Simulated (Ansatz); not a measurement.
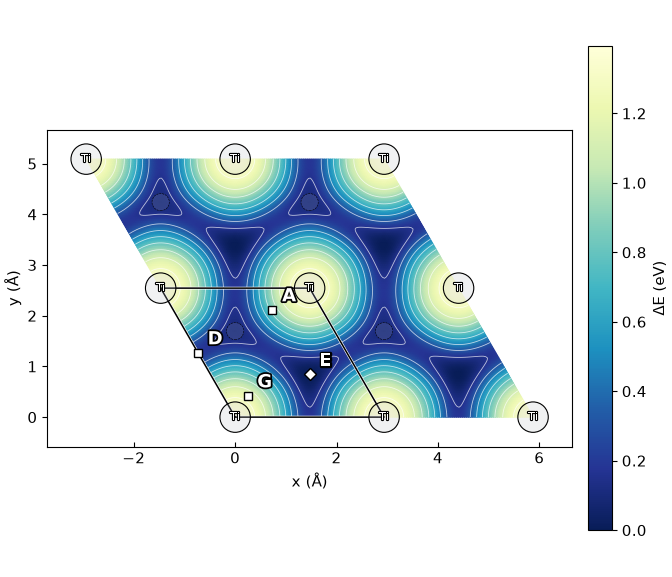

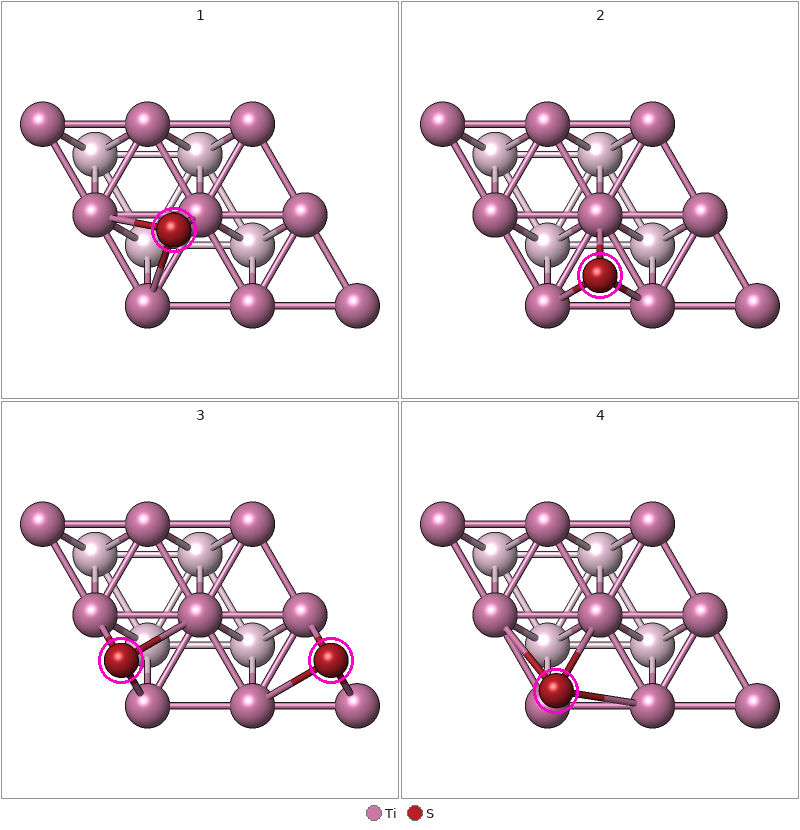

S on a Ti(001) slab cut from the P6_3/mmc phase, its upper half relaxed before the scan (16 atoms of substrate and one adsorbate in a 2 × 2 cell). S is moved over the surface cell; relaxed at each place: the height of the adsorbate's atoms; substrate rigid; the origin of the map has the adsorbate above Ti13. Places are given modulo a cell vector. The map is drawn in real space over the plane of the surface. Grid: 6 × 6 points; 10 points were computed and 26 follow by symmetry. Places are given in fractions of the 1 × 1 surface cell. All energies are given in eV relative to the lowest grid point. Method: DFT PBE, scalar-relativistic, plane waves, PAW in Ansatz. Settings: cutoff 420 eV, k-mesh 6×6×1, gaussian smearing 0.1 eV, no spin polarisation.

Drawn: a smooth colour map with a few white contour lines, labelled circles for the atoms of the top layer and small ones for the second layer, the outline of one cell of the 2 × 2 shown, lettered points. Between grid points the surface is interpolated. The numbered pictures are the structures at these points, in random order. Rings mark the moved atoms.

Which structure belongs to which point?

Answer. A is structure 1: (4/6, 5/6) of the cell vectors [nearest 1 Ti at 2.16 Å], 0.85 eV; D is structure 3: a bridge site between two Ti atoms, (0/6, 3/6) of the cell vectors, 0.18 eV; E is structure 2: a threefold hollow, (4/6, 2/6) of the cell vectors, 0.00 eV; G is structure 4: (1/6, 1/6) of the cell vectors [nearest 1 Ti at 2.16 Å], 1.21 eV.

PAW datasets: the set soft_1.
